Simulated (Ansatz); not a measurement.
## Geometry relaxation, with input and output: Cd₉O₈ (part 3 of 3)

Continued. System: Cd₉O₈ (slab, 17 atoms in the cell). Method: DFT LDA, scalar-relativistic, plane waves, PAW, no spin polarisation (Ansatz 0.2.0); cutoff 420 eV, 2×2×1 k-mesh, Fermi–Dirac smearing of 0.05 eV. The structure derives from an entry of the Crystallography Open Database. The input holds or restrains some coordinates. Forces given for the steps count only the free coordinates. It belongs to a series of runs on one base structure; here: start relaxed.

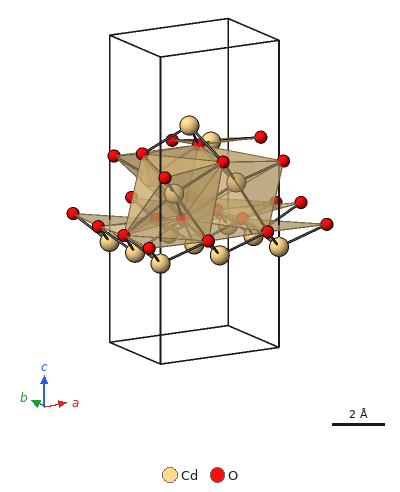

Figure 1. The geometry at step 18 of the log (polyhedral view of the cell of the calculation, with the vacuum cut short, seen slightly off an axis; polyhedra are completed across the faces of the cell).

**Trajectory as extended XYZ, continued**
```
17
Lattice="6.6892 0.0000 0.0000 3.3446 5.7930 0.0000 0.0000 0.0000 15.0963" Properties=species:S:1:pos:R:3:forces:R:3 step=12 energy=-77491.20400
Cd    0.0000    0.0000    1.0000   -0.8820   0.0388  -0.1987
O     5.0166    4.8281    1.8365   -0.0819  -0.0965  -0.1436
Cd    1.6723    2.8965    1.0000   -0.0252   0.5577  -0.0207
O     3.3234    1.9232    1.9596   -0.0538   0.0152   0.0266
Cd    3.3446    0.0000    1.0000    0.9730  -0.1688  -0.4296
O     8.3487    4.8283    2.0282    0.1200   0.0390  -0.0784
Cd    5.0169    2.8965    1.0000    0.0260  -0.5689   0.4638
O     6.7067    1.9492    2.0128   -0.0016   0.0205   0.0273
Cd    6.7936    3.5261    4.0263    0.0505  -0.0917   0.2240
O     1.8648    2.5371    4.8253   -0.5560   1.2560  -0.7686
Cd    5.1595    0.7432    3.6876   -0.0238  -0.0570   0.1924
O     0.2634   -0.0020    4.5910    0.1491   0.1960  -0.0497
Cd    3.4472    3.8089    4.1075    0.0325  -0.1300   0.0170
O     5.0431    2.5994    4.6527   -0.2038  -0.1523   0.0260
Cd    1.7556    0.8053    3.3250    0.0023   0.0845   0.1902
O     6.7469    5.5754    4.5219    0.0446   0.0478   0.0800
Cd    2.6101    1.0894    5.9284    0.4297  -0.9907   0.4411
17
Lattice="6.6892 0.0000 0.0000 3.3446 5.7930 0.0000 0.0000 0.0000 15.0963" Properties=species:S:1:pos:R:3:forces:R:3 step=13 energy=-77491.37772
Cd    0.0000    0.0000    1.0000   -0.9896   0.2918  -0.1444
O     5.0090    4.8258    1.8071    0.0131  -0.0392   0.0552
Cd    1.6723    2.8965    1.0000   -0.1771   0.5757   0.0800
O     3.3211    1.9280    1.9644   -0.0232  -0.0522   0.0232
Cd    3.3446    0.0000    1.0000    1.0918  -0.1498  -0.3075
O     8.3663    4.8328    2.0259    0.0816   0.1648  -0.1427
Cd    5.0169    2.8965    1.0000    0.1100  -0.7548   0.4532
O     6.7022    1.9559    2.0360   -0.0513  -0.0361   0.0001
Cd    6.6524    3.4967    4.1547    0.0396  -0.1125   0.1042
O     1.8064    2.6610    4.7743   -0.0155   0.3128  -0.1750
Cd    5.1486    0.6871    3.7823    0.0800  -0.1929  -0.0962
O     0.3336    0.0460    4.6096   -0.0326   0.0285   0.0880
Cd    3.4605    3.8476    4.1115   -0.0723  -0.0628  -0.0137
O     4.9245    2.5159    4.7689   -0.2705  -0.0244   0.1289
Cd    1.7704    0.8485    3.3128    0.0315   0.2333  -0.1198
O     6.7023    5.5595    4.5664    0.1148  -0.0081  -0.0512
Cd    2.5584    1.1317    5.8877    0.0695  -0.1739   0.1172
17
Lattice="6.6892 0.0000 0.0000 3.3446 5.7930 0.0000 0.0000 0.0000 15.0963" Properties=species:S:1:pos:R:3:forces:R:3 step=14 energy=-77491.48728
Cd    0.0000    0.0000    1.0000   -0.7591   0.4602  -0.2270
O     5.0070    4.8211    1.8057    0.0219   0.0122   0.0692
Cd    1.6723    2.8965    1.0000   -0.2873   0.4865   0.0814
O     3.3211    1.9296    1.9718    0.0022  -0.0271   0.0425
Cd    3.3446    0.0000    1.0000    0.9545  -0.1266  -0.3082
O     8.3811    4.8478    1.9826    0.0259   0.0948  -0.1326
Cd    5.0169    2.8965    1.0000    0.1526  -0.7903   0.4044
O     6.6929    1.9555    2.0505   -0.0628  -0.0441   0.0167
Cd    6.5224    3.4168    4.2835    0.0603  -0.0356   0.1671
O     1.7551    2.7005    4.7722   -0.0186   0.1443  -0.1128
Cd    5.1437    0.6219    3.7898    0.0727  -0.1193  -0.0583
O     0.3660    0.0601    4.6080   -0.1400  -0.0877  -0.0197
Cd    3.4248    3.8574    4.1087   -0.0287  -0.0109   0.0181
O     4.7729    2.4148    4.8512   -0.2407  -0.0117   0.1175
Cd    1.7774    0.8807    3.2872   -0.0634   0.1203   0.0130
O     6.6859    5.5071    4.5584    0.0608  -0.1370  -0.1223
Cd    2.5967    1.1542    5.8339    0.2497   0.0720   0.0510
17
Lattice="6.6892 0.0000 0.0000 3.3446 5.7930 0.0000 0.0000 0.0000 15.0963" Properties=species:S:1:pos:R:3:forces:R:3 step=15 energy=-77491.63503
Cd    0.0000    0.0000    1.0000   -0.3647   0.6213  -0.3172
O     5.0074    4.8211    1.8173   -0.0194   0.0244   0.0171
Cd    1.6723    2.8965    1.0000   -0.3662   0.3119   0.1089
O     3.3200    1.9290    1.9867    0.0399   0.0218   0.0952
Cd    3.3446    0.0000    1.0000    0.6807  -0.0393  -0.2867
O     8.3909    4.8652    1.9230   -0.0910  -0.0780  -0.0799
Cd    5.0169    2.8965    1.0000    0.1458  -0.7294   0.3919
O     6.6764    1.9506    2.0635   -0.0363  -0.0651   0.0077
Cd    6.4290    3.3404    4.4409    0.1739   0.0681   0.1298
O     1.7314    2.7300    4.7627   -0.1759  -0.1708   0.0284
Cd    5.1390    0.5728    3.7759    0.0619  -0.0450  -0.1212
O     0.3587    0.0515    4.5985   -0.1644  -0.0609  -0.1193
Cd    3.3999    3.8580    4.0991    0.0280   0.0931  -0.1045
O     4.6371    2.3297    4.9275    0.0295   0.0014   0.1420
Cd    1.7662    0.9080    3.2889   -0.1482  -0.0345   0.1328
O     6.6827    5.4509    4.5208   -0.1366  -0.1653  -0.0321
Cd    2.7517    1.2097    5.7810    0.3430   0.2464   0.0073
17
Lattice="6.6892 0.0000 0.0000 3.3446 5.7930 0.0000 0.0000 0.0000 15.0963" Properties=species:S:1:pos:R:3:forces:R:3 step=16 energy=-77491.71344
Cd    0.0000    0.0000    1.0000   -0.1926   0.6598  -0.3187
O     5.0037    4.8236    1.8233   -0.0105  -0.0014  -0.0328
Cd    1.6723    2.8965    1.0000   -0.3238  -0.0266   0.1434
O     3.3201    1.9304    2.0214    0.0606   0.0271   0.1882
Cd    3.3446    0.0000    1.0000    0.3668   0.1778  -0.2830
O     8.3805    4.8558    1.8731   -0.0408  -0.0639  -0.0175
Cd    5.0169    2.8965    1.0000    0.0769  -0.7084   0.4047
O     6.6643    1.9368    2.0690   -0.0230  -0.0365  -0.0901
Cd    6.4143    3.3105    4.5538    0.1317   0.0992   0.0644
O     1.7161    2.7075    4.7675    0.0687  -0.2495   0.0913
Cd    5.1063    0.5488    3.7282   -0.0164   0.0293  -0.1529
O     0.2964    0.0288    4.5615   -0.2217  -0.1334  -0.1155
Cd    3.3832    3.8397    4.0617    0.0134  -0.0160  -0.1650
O     4.6064    2.2967    4.9807    0.6971   0.4526  -0.2117
Cd    1.7393    0.9074    3.3230   -0.0653  -0.0798   0.1683
O     6.6527    5.4202    4.5101   -0.1398   0.0277   0.0309
Cd    2.9392    1.2788    5.7742   -0.3808  -0.1574   0.2955
17
Lattice="6.6892 0.0000 0.0000 3.3446 5.7930 0.0000 0.0000 0.0000 15.0963" Properties=species:S:1:pos:R:3:forces:R:3 step=17 energy=-77491.93777
Cd    0.0000    0.0000    1.0000   -0.0833   0.5488  -0.1916
O     5.0087    4.8249    1.8227   -0.0330  -0.0018  -0.0660
Cd    1.6723    2.8965    1.0000   -0.0158  -0.3092   0.1388
O     3.3243    1.9328    2.0938    0.0606   0.0765   0.2970
Cd    3.3446    0.0000    1.0000    0.1738   0.5013  -0.3244
O     8.3712    4.8457    1.8511    0.0121  -0.0503  -0.0218
Cd    5.0169    2.8965    1.0000   -0.1343  -0.7331   0.3170
O     6.6749    1.9338    2.0286   -0.0023  -0.0473  -0.2347
Cd    6.5016    3.3817    4.6540    0.0512   0.0805   0.1128
O     1.7713    2.6754    4.8022   -0.0684  -0.2508   0.1409
Cd    5.0585    0.6110    3.6459    0.0185   0.1158  -0.0405
O     0.1853   -0.0624    4.4466   -0.0862   0.0028  -0.1128
Cd    3.3851    3.7659    3.8758    0.0569  -0.1205  -0.2167
O     4.6913    2.3709    4.9471    0.5700   0.3455  -0.1776
Cd    1.7194    0.8857    3.4003   -0.0795  -0.1050   0.1636
O     6.6554    5.4898    4.5700   -0.1607  -0.0079   0.0842
Cd    3.0889    1.3628    5.8556   -0.2797  -0.0449   0.1316
17
Lattice="6.6892 0.0000 0.0000 3.3446 5.7930 0.0000 0.0000 0.0000 15.0963" Properties=species:S:1:pos:R:3:forces:R:3 step=18 energy=-77492.14477
Cd    0.0000    0.0000    1.0000   -0.1089   0.2185  -0.1556
O     5.0091    4.8253    1.8053    0.0820   0.0296  -0.0772
Cd    1.6723    2.8965    1.0000    0.5046  -0.4952   0.0733
O     3.3350    1.9483    2.2280    0.0372  -0.1689   0.0252
Cd    3.3446    0.0000    1.0000    0.1105   0.8945  -0.2544
O     8.3685    4.8367    1.8390   -0.0710   0.0015  -0.0862
Cd    5.0169    2.8965    1.0000   -0.5149  -0.7959   0.1274
O     6.6889    1.9206    1.9241   -0.0159   0.0475  -0.1634
Cd    6.5708    3.4653    4.7914    0.2720   0.2223   0.1351
O     1.7777    2.6115    4.8538    0.0665   0.0314   0.0509
Cd    5.0170    0.6881    3.6073   -0.0383  -0.0315   0.1070
O     0.0848   -0.1558    4.3414   -0.1476  -0.1993  -0.1751
Cd    3.3757    3.6697    3.7060   -0.0622   0.2232   0.2637
O     4.7921    2.4611    4.9241   -0.2206  -0.0949   0.0486
Cd    1.6800    0.8459    3.4792   -0.0575  -0.1044   0.0952
O     6.6271    5.5572    4.6472    0.0914   0.0938   0.0815
Cd    3.1896    1.4521    5.9233    0.0730   0.1275  -0.0936
17
Lattice="6.6892 0.0000 0.0000 3.3446 5.7930 0.0000 0.0000 0.0000 15.0963" Properties=species:S:1:pos:R:3:forces:R:3 step=19 energy=-77492.23661
Cd    0.0000    0.0000    1.0000   -0.0601   0.0906  -0.0842
O     5.0124    4.8288    1.7995    0.0522   0.0195  -0.0194
Cd    1.6723    2.8965    1.0000    0.7691  -0.5507   0.0396
O     3.3415    1.9333    2.2794    0.0245  -0.1071   0.0797
Cd    3.3446    0.0000    1.0000    0.0433   1.0330  -0.2202
O     8.3655    4.8345    1.8163   -0.0469  -0.0019  -0.0285
Cd    5.0169    2.8965    1.0000   -0.7573  -0.7077   0.0817
O     6.6908    1.9233    1.8687   -0.0109   0.0206  -0.0683
Cd    6.6115    3.5878    4.9442    0.1276   0.1113   0.0193
O     1.7766    2.6516    4.8989    0.0270   0.0135   0.0544
Cd    4.9935    0.7849    3.6080   -0.0544   0.0240   0.0308
O     0.0273   -0.1212    4.3041   -0.0677  -0.0806  -0.0934
Cd    3.3507    3.7068    3.7099   -0.0244   0.0744   0.1230
O     4.8223    2.5693    4.9500   -0.1047  -0.0324   0.0308
Cd    1.6680    0.8683    3.5395    0.0042  -0.0278   0.0280
O     6.6410    5.6654    4.7281    0.0393   0.0268   0.1174
Cd    3.2469    1.5785    5.9803    0.0392   0.0939  -0.0907
17
Lattice="6.6892 0.0000 0.0000 3.3446 5.7930 0.0000 0.0000 0.0000 15.0963" Properties=species:S:1:pos:R:3:forces:R:3 step=20 energy=-77492.28484
Cd    0.0000    0.0000    1.0000   -0.0401  -0.0113   0.0692
O     5.0167    4.8288    1.8029   -0.0004   0.0130  -0.0030
Cd    1.6723    2.8965    1.0000    1.0031  -0.6061   0.0148
O     3.3443    1.9109    2.3525   -0.0041  -0.0055  -0.0338
Cd    3.3446    0.0000    1.0000    0.0204   1.1575  -0.1384
O     8.3611    4.8289    1.8065    0.0104   0.0078  -0.0232
Cd    5.0169    2.8965    1.0000   -0.9920  -0.6487   0.0485
O     6.6909    1.9285    1.8202   -0.0103  -0.0021  -0.0280
Cd    6.6585    3.7233    5.0259    0.0099   0.0259   0.0175
O     1.7772    2.7195    4.9255   -0.0030   0.0116  -0.0002
Cd    4.9741    0.8913    3.6388   -0.0026  -0.0019  -0.0087
O    -0.0082   -0.0635    4.2571    0.0019  -0.0124  -0.0300
Cd    3.3293    3.7634    3.6928   -0.0069   0.0122   0.0090
O     4.8563    2.7113    4.9518   -0.0079   0.0082   0.0107
Cd    1.6861    0.8955    3.6063    0.0172   0.0100   0.0411
O     6.6680    5.7938    4.8735   -0.0098   0.0265  -0.0053
Cd    3.3020    1.7655    6.0253    0.0142   0.0154   0.0596
17
Lattice="6.6892 0.0000 0.0000 3.3446 5.7930 0.0000 0.0000 0.0000 15.0963" Properties=species:S:1:pos:R:3:forces:R:3 step=21 energy=-77492.28897
Cd    0.0000    0.0000    1.0000    0.0358  -0.0300   0.1031
O     5.0164    4.8325    1.8083    0.0130  -0.0458  -0.0217
Cd    1.6723    2.8965    1.0000    1.0631  -0.6160  -0.0438
O     3.3444    1.9194    2.3642   -0.0160   0.0317   0.0020
Cd    3.3446    0.0000    1.0000   -0.0283   1.1831  -0.0790
O     8.3635    4.8285    1.7935   -0.0251  -0.0170   0.0103
Cd    5.0169    2.8965    1.0000   -1.0694  -0.5276  -0.0091
O     6.6896    1.9300    1.7934   -0.0033   0.0161   0.0149
Cd    6.6745    3.8211    5.0846    0.0281   0.0037  -0.0232
O     1.7799    2.7866    4.9570    0.0571  -0.0143   0.0027
Cd    4.9698    0.9682    3.6467    0.0530  -0.0309   0.1222
O    -0.0170   -0.0153    4.2220   -0.0009   0.0177  -0.0372
Cd    3.3237    3.8051    3.6719   -0.0076   0.0237   0.0746
O     4.8711    2.8038    4.9667    0.0148  -0.0162  -0.0486
Cd    1.7033    0.9486    3.6530   -0.0739  -0.0103   0.0658
O     6.6771    5.8937    4.9453    0.0343   0.0271  -0.0063
Cd    3.3378    1.8836    6.0822   -0.0749   0.0050  -0.1266
17
Lattice="6.6892 0.0000 0.0000 3.3446 5.7930 0.0000 0.0000 0.0000 15.0963" Properties=species:S:1:pos:R:3:forces:R:3 step=22 energy=-77492.29010
Cd    0.0000    0.0000    1.0000    0.0349  -0.0281   0.1180
O     5.0168    4.8292    1.8055   -0.0038  -0.0068  -0.0030
Cd    1.6723    2.8965    1.0000    1.0919  -0.6188  -0.0272
O     3.3455    1.9279    2.3688   -0.0145   0.0249   0.0298
Cd    3.3446    0.0000    1.0000   -0.0236   1.2197  -0.0332
O     8.3628    4.8278    1.7944   -0.0062  -0.0069   0.0280
Cd    5.0169    2.8965    1.0000   -1.1099  -0.5514  -0.0104
O     6.6880    1.9315    1.7903    0.0154  -0.0084   0.0275
Cd    6.6890    3.8526    5.0712   -0.0426  -0.0040  -0.0072
O     1.7872    2.8142    4.9454   -0.0335   0.0159   0.0227
Cd    4.9824    0.9856    3.6634   -0.0520   0.0704  -0.0402
O    -0.0077    0.0100    4.2282    0.0015  -0.0254   0.0493
Cd    3.3288    3.8332    3.6865    0.0476  -0.0645  -0.1222
O     4.8875    2.8321    4.9546   -0.0501  -0.0475   0.0321
Cd    1.7041    0.9679    3.6643    0.0347   0.0300  -0.1001
O     6.6881    5.9230    4.9456    0.0119  -0.0280   0.0160
Cd    3.3305    1.9157    6.0647    0.0983   0.0287   0.0202
17
Lattice="6.6892 0.0000 0.0000 3.3446 5.7930 0.0000 0.0000 0.0000 15.0963" Properties=species:S:1:pos:R:3:forces:R:3 step=23 energy=-77492.29349
Cd    0.0000    0.0000    1.0000    0.0057  -0.0053   0.1138
O     5.0162    4.8278    1.8043    0.0002   0.0027  -0.0085
Cd    1.6723    2.8965    1.0000    1.0420  -0.6008  -0.0309
O     3.3437    1.9299    2.3628    0.0013   0.0022  -0.0053
Cd    3.3446    0.0000    1.0000   -0.0065   1.1962  -0.0331
O     8.3623    4.8279    1.8020   -0.0014  -0.0003  -0.0049
Cd    5.0169    2.8965    1.0000   -1.0454  -0.5940  -0.0271
O     6.6891    1.9304    1.8017    0.0017  -0.0019  -0.0034
Cd    6.6868    3.8561    5.0601   -0.0009   0.0051  -0.0008
O     1.7906    2.8222    4.9410    0.0001   0.0026  -0.0063
Cd    4.9854    0.9798    3.6569    0.0000   0.0014   0.0076
O    -0.0026   -0.0010    4.2311    0.0024  -0.0025   0.0011
Cd    3.3426    3.8271    3.6597   -0.0020  -0.0012   0.0028
O     4.8925    2.8238    4.9442    0.0022  -0.0016  -0.0085
Cd    1.6999    0.9778    3.6555    0.0018   0.0005   0.0063
O     6.6876    5.9267    4.9409   -0.0025  -0.0025  -0.0079
Cd    3.3408    1.9247    6.0574    0.0014  -0.0006   0.0059
17
Lattice="6.6892 0.0000 0.0000 3.3446 5.7930 0.0000 0.0000 0.0000 15.0963" Properties=species:S:1:pos:R:3:forces:R:3 step=24 energy=-77492.29349
Cd    0.0000    0.0000    1.0000    0.0056  -0.0053   0.1138
O     5.0162    4.8278    1.8043    0.0002   0.0027  -0.0085
Cd    1.6723    2.8965    1.0000    1.0420  -0.6008  -0.0309
O     3.3437    1.9299    2.3628    0.0013   0.0022  -0.0053
Cd    3.3446    0.0000    1.0000   -0.0065   1.1962  -0.0332
O     8.3623    4.8279    1.8020   -0.0014  -0.0004  -0.0050
Cd    5.0169    2.8965    1.0000   -1.0453  -0.5940  -0.0272
O     6.6891    1.9304    1.8017    0.0017  -0.0018  -0.0034
Cd    6.6868    3.8561    5.0601   -0.0009   0.0051  -0.0008
O     1.7906    2.8222    4.9410    0.0002   0.0024  -0.0065
Cd    4.9854    0.9798    3.6569    0.0000   0.0013   0.0076
O    -0.0026   -0.0010    4.2311    0.0023  -0.0023   0.0010
Cd    3.3426    3.8271    3.6597   -0.0020  -0.0012   0.0028
O     4.8925    2.8238    4.9442    0.0021  -0.0016  -0.0085
Cd    1.6999    0.9778    3.6555    0.0018   0.0006   0.0064
O     6.6876    5.9267    4.9409   -0.0024  -0.0025  -0.0081
Cd    3.3408    1.9247    6.0574    0.0013  -0.0006   0.0059
```

The run was set up as follows.

**Input file**
```yaml
accuracy: low
crystal:
  lattice:
    - [6.68923, 0.0, 0.0]
    - [3.344615, 5.793043, 0.0]
    - [0.0, 0.0, 15.0963]
  atoms:
    - { symbol: Cd, position: [0.0, 0.0, 0.0662414] }
    - { symbol: O, position: [0.3333333, 0.8333333, 0.1566896] }
    - { symbol: Cd, position: [0.0, 0.5, 0.0662414] }
    - { symbol: O, position: [0.3333333, 0.3333333, 0.1566896] }
    - { symbol: Cd, position: [0.5, 0.0, 0.0662414] }
    - { symbol: O, position: [0.8333333, 0.8333333, 0.1566896] }
    - { symbol: Cd, position: [0.5, 0.5, 0.0662414] }
    - { symbol: O, position: [0.8333333, 0.3333333, 0.1566896] }
    - { symbol: Cd, position: [0.6666667, 0.6666667, 0.2471378] }
    - { symbol: O, position: [0.0, 0.5, 0.337586] }
    - { symbol: Cd, position: [0.6666667, 0.1666667, 0.2471378] }
    - { symbol: O, position: [0.0, 0.0, 0.337586] }
    - { symbol: Cd, position: [0.1666667, 0.6666667, 0.2471378] }
    - { symbol: O, position: [0.5, 0.5, 0.337586] }
    - { symbol: Cd, position: [0.1666667, 0.1666667, 0.2471378] }
    - { symbol: O, position: [0.5, 1.0, 0.337586] }
    - { symbol: Cd, position: [0.490043, 0.0095916, 0.480005] }
basis:
  ecutwfc: 420.0
kpoints:
  mp_grid: { grid: [2, 2, 1] }
hamiltonian:
  xc: lda
scf:
  occupations: { method: fermi_dirac, width: 0.05 }
  lower_state_search: "off"
relax:
  f_tol: 0.08
  max_steps: 25
  adjacent_minimum: "off"
  constraints: [{ sites: [0, 2, 4, 6] }]
```

Launch command:
```bash
ansatz run input.yaml --threads 2 --pin off --max-ram 5120MiB --backend cpu --events-out ev --progress --plain --runs-dir out
```

**Results in brief**

| quantity | value |
| --- | --- |
| outcome | converged under the restraints of the input |
| electrons treated | 228 |
| free energy | −77492.2935 eV |
| Fermi energy | 2.698 eV |
| final volume | 585.00 Å³ |
| largest force (length of the vector) at the end, held atoms and coordinates included | 1.203 eV/Å |
| hardware | 2 threads of Arm Neoverse V2, 24 GiB of memory available, shared host |
| wall time | 2.3 min (CPU time 4.6 min) |
| peak memory | 1 GiB |

**Remarks**

The input asks for low accuracy. The k-point mesh is coarse for a cell of this size, so the results may not be converged.
